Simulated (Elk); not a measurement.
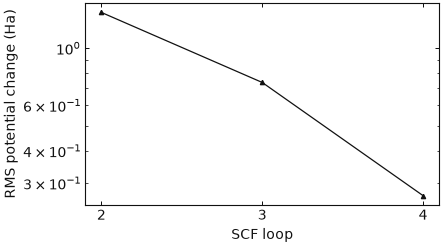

The plot shows the SCF loops of a calculation: RMS potential change. The target for the potential change is 10⁻⁶ Ha, and the program also tests an averaged energy change.

- system: O (C2/m, 2 atoms in the cell)
- method: DFT, PBE, all-electron APW+lo, Dirac cores, scalar-relativistic bands in Elk; R·Gmax 7, smearing of 0.027 eV, 9×9×6 k-mesh
Setting under test: rgkmax = 7.

Did the calculation converge?

Answer. It was still iterating, at step 4, when the time limit ended it. The potential change is still falling at the last step (down to 0.27).

What is the potential change at the start and at the end?

Answer. It starts near 1.4 and ends near 0.27 Ha.
